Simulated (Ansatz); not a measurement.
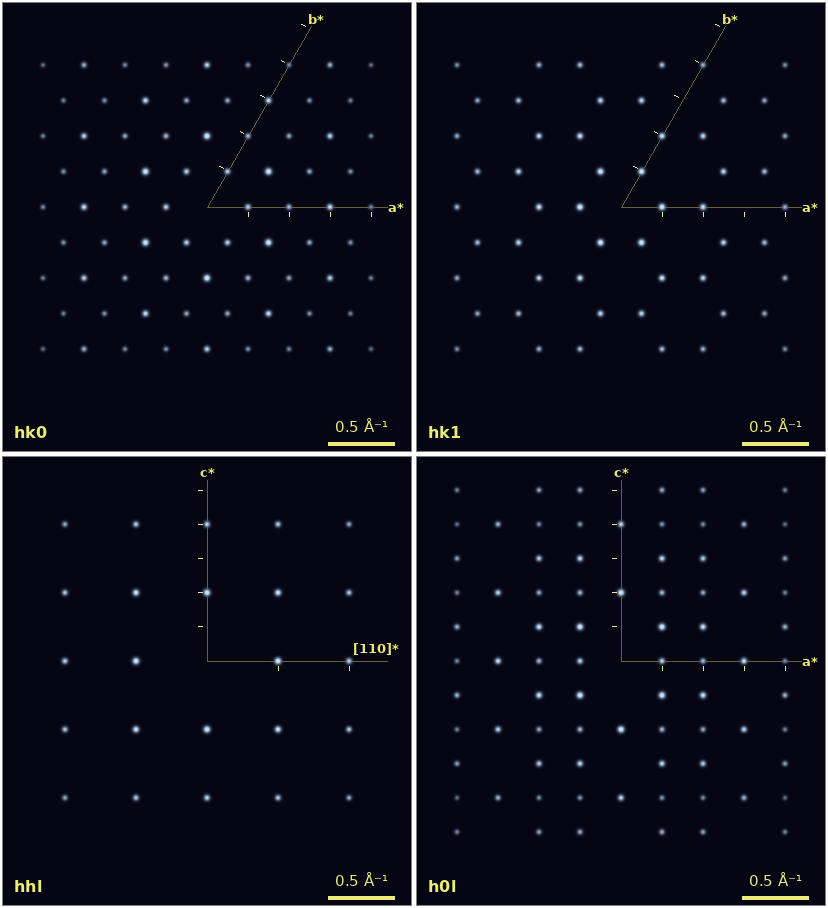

Four undistorted layers of reciprocal space, calculated for a single crystal (X-rays, kinematic |F|², B = 0.5 Å²). Tick marks count the reciprocal lattice steps of the conventional cell along each axis.

The compound is Se. Structure: the end point of a relaxation with DFT, RPBE, plane waves (420 eV) with PAW, scalar-relativistic (Ansatz); the starting structure was generated, so it need not be a known form of this composition.

Read the reciprocal cell and give the direct cell.

Answer. a* = 0.311, b* = 0.311, c* = 0.259 Å⁻¹, γ* = 60°; the cell is hexagonal with a = 3.72 Å, c = 3.86 Å (hexagonal axes).

List the systematic absences.

Answer. Reflections are present only under these conditions. hkl: no condition; hk0: no condition; h0l: no condition; hhl: l = 2n; 00l: l = 2n. The lattice is primitive (P). Further gaps, such as 0 3 1, 3 0 1, 3 0 3, come from atoms on special positions, not from the group's general conditions.

Which space groups fit?

Answer. The intensities have Laue symmetry 6/mmm (the hk0 layer shows 6mm, hk1 shows 6mm). With these conditions the candidates are P6_3mc (No. 186), P-62c (No. 190), P6_3/mmc (No. 194). Diffraction geometry alone does not choose among them; the structure has P6_3/mmc.
